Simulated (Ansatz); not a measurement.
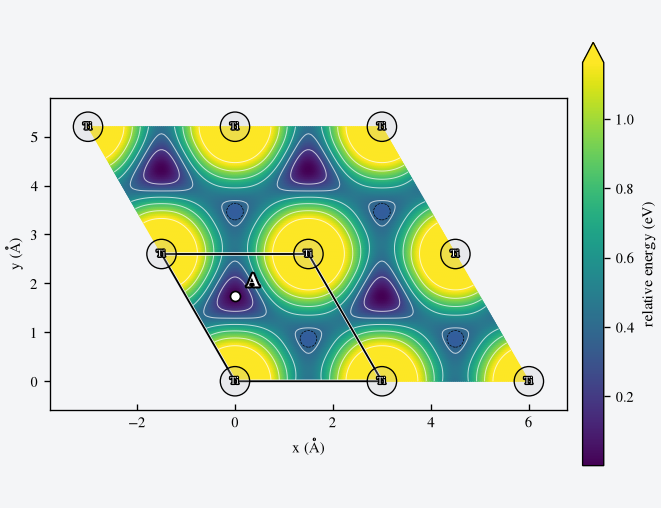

H on a TiN(111) slab cut from the Fm-3m phase, its upper half relaxed before the scan (6 atoms of substrate and one adsorbate in a 1 × 1 cell). 
- H is moved over the surface cell; relaxed at each place: the height of the adsorbate's atoms; substrate rigid; the origin of the map has the adsorbate above Ti6.
- Places are given modulo a cell vector. The map is drawn in real space over the plane of the surface.
- Grid: 6 × 6 points; 10 points were computed and 26 follow by symmetry.
- All energies are given in eV relative to the lowest grid point.
- With one adsorbate in each 1 × 1 cell, its nearest image is 3.0 Å away, so neighbouring adsorbates interact.
- The calculation used DFT PBE, scalar-relativistic, plane waves, PAW in Ansatz 0.2.0. Settings: cutoff 420 eV, k-mesh 9×9×1, gaussian smearing 0.1 eV, no spin polarisation.

The picture shows a smooth colour map with a few white contour lines, labelled circles for the atoms of the top layer and small ones for the second layer, the outline of one cell of the 2 × 2 shown, one colour for all values above the top of the scale, the point A. Between grid points the surface is interpolated.

Question: What is the easiest way out of the well at A, and how high is the barrier?

Answer: The easiest path leads from the well at a threefold hollow over a third-layer Ti atom, (2/6, 4/6) of the cell vectors to the well at a threefold hollow over a second-layer N atom, (4/6, 2/6) of the cell vectors, about 0.35 eV higher. Its highest point lies about 0.46 eV above the bottom of the first well on the interpolated surface, at about (0.54, 0.08) of the cell vectors. Seen from the upper well the barrier is about 0.12 eV. This is the barrier on the constrained surface; relaxing the other coordinates would change it.

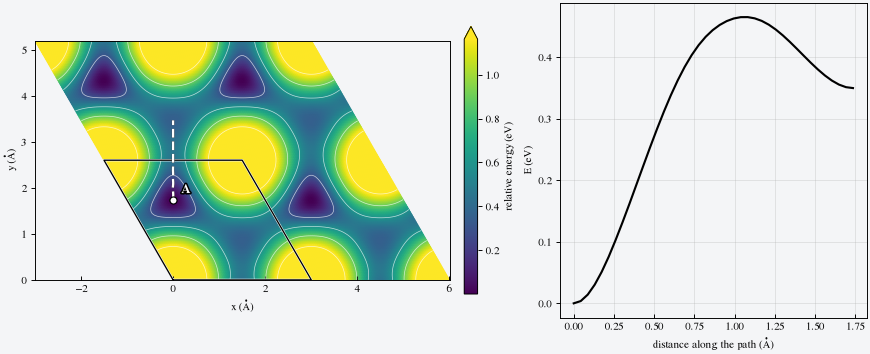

The picture shows a smooth colour map with a few white contour lines, a line along the lowest path, the outline of one cell of the 2 × 2 shown, one colour for all values above the top of the scale, the energy along the path at the right. Between grid points the surface is interpolated.

PAW datasets: the set soft_1.
